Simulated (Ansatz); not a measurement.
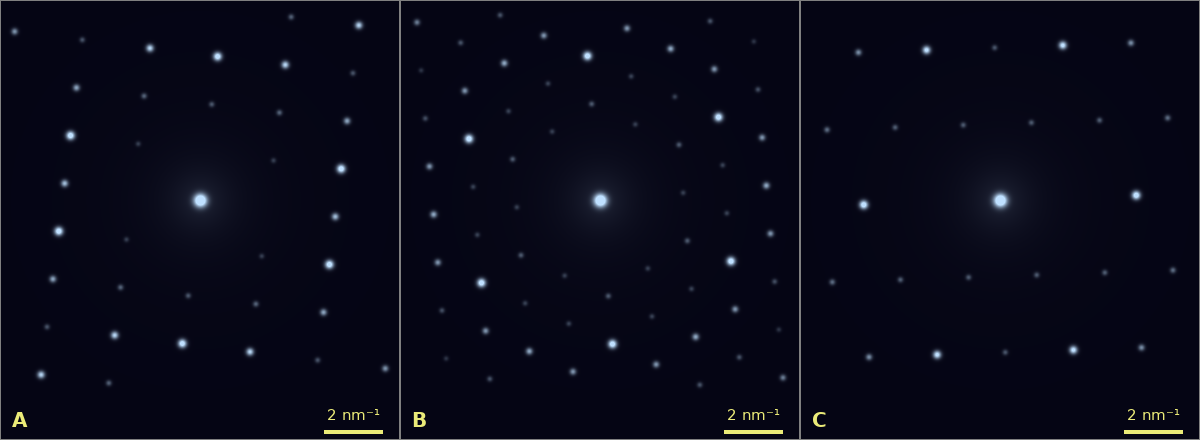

Computed electron diffraction patterns, 200 kV, single scattering only, B = 0.5 Å².

All three come from Mn, space group I-43m (No. 217), a = 8.38 Å. Structure: the end point of a relaxation with DFT LDA, scalar-relativistic, plane waves, PAW in Ansatz.

```cif
data_structure
_symmetry_space_group_name_H-M 'I-43m'
_symmetry_Int_Tables_number 217
_cell_length_a 8.3830
_cell_length_b 8.3830
_cell_length_c 8.3830
_cell_angle_alpha 90.000
_cell_angle_beta 90.000
_cell_angle_gamma 90.000
_cell_volume 589.12
loop_
_atom_site_label
_atom_site_type_symbol
_atom_site_symmetry_multiplicity
_atom_site_Wyckoff_symbol
_atom_site_fract_x
_atom_site_fract_y
_atom_site_fract_z
_atom_site_occupancy
Mn1 Mn 2 a 0.00000 0.00000 0.00000 1
Mn2 Mn 8 c 0.18242 0.18242 0.18242 1
Mn3 Mn 24 g 0.71905 0.08872 0.08872 1
Mn4 Mn 24 g 0.46208 0.85668 0.85668 1
```

### Assign the zone axes [110], [111], [210] to A, B and C.

A is [110]: rectangular net of -1 1 0 (itself too weak to see) at d = 5.93 Å and 0 0 2 (itself too weak to see) at d = 4.19 Å, at 90.0°. B is [111]: hexagonal net of 1 0 -1 (itself too weak to see) at d = 5.93 Å and 0 1 -1 (itself too weak to see) at d = 5.93 Å, at 60.0°. C is [210]: centred rectangular net of 0 0 2 (itself too weak to see) at d = 4.19 Å and 1 -2 1 (weak) at d = 3.42 Å, at 65.9°.
